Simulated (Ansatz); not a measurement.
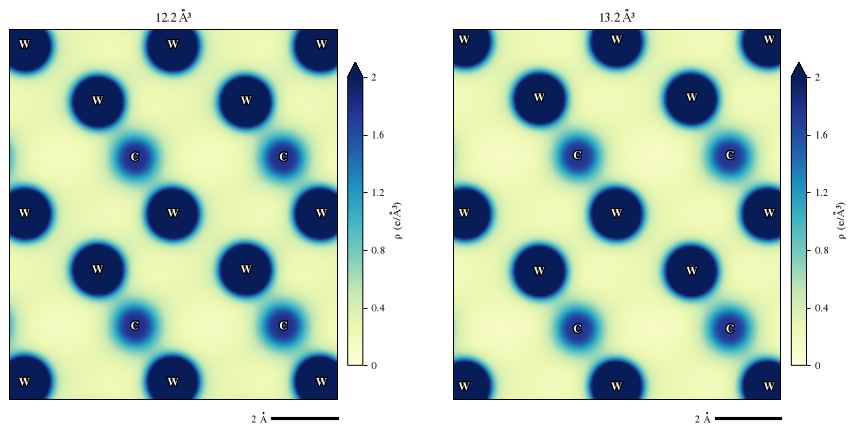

W2C. The valence pseudo-density of cells scaled evenly to different volumes (given per atom above each panel), on the (110) plane of each (indices in the axes of the cell below), at one length scale and on one colour scale.

A structure from a database of computed crystals, not necessarily the ambient phase.

The calculation used Kohn-Sham DFT of a periodic cell, PBE, Ansatz PAW (Ansatz 0.2.0).

Core electrons are frozen (PAW), and the valence fields are smoothed inside the atomic spheres.

The largest cell:

```cif
data_structure
_symmetry_space_group_name_H-M 'P 1'
_symmetry_Int_Tables_number 1
_cell_length_a 3.1104
_cell_length_b 3.1104
_cell_length_c 4.7400
_cell_angle_alpha 90.000
_cell_angle_beta 90.000
_cell_angle_gamma 120.000
_cell_volume 39.71
loop_
_atom_site_label
_atom_site_type_symbol
_atom_site_fract_x
_atom_site_fract_y
_atom_site_fract_z
_atom_site_occupancy
W1 W 0.66667 0.33333 0.25367 1
W2 W 0.33333 0.66667 0.74633 1
C1 C 0.00000 0.00000 0.00000 1
```

| volume (Å³/atom) | W–C contact in the plane (Å) | ρ at its midpoint (e/Å³) | pressure (GPa) | 
| --- | --- | --- | --- |
| 12.22 | 2.104 | 0.784 | 12.8 | 
| 12.47 | 2.119 | ? | ? | 
| 13.24 | 2.161 | 0.698 | −13.6 | 

**Estimate the missing row, and compare with the calculation.**

Over the known rows ln ρ falls by 2.04 per Å of W–C distance (the line through the two), which gives 0.760 e/Å³ at 2.119 Å; the calculation gives 0.760 e/Å³. For the pressure, a straight line in volume between the neighbouring rows gives 6.3 GPa; the calculation gives 5.1, lower because pressure rises ever faster on compression.
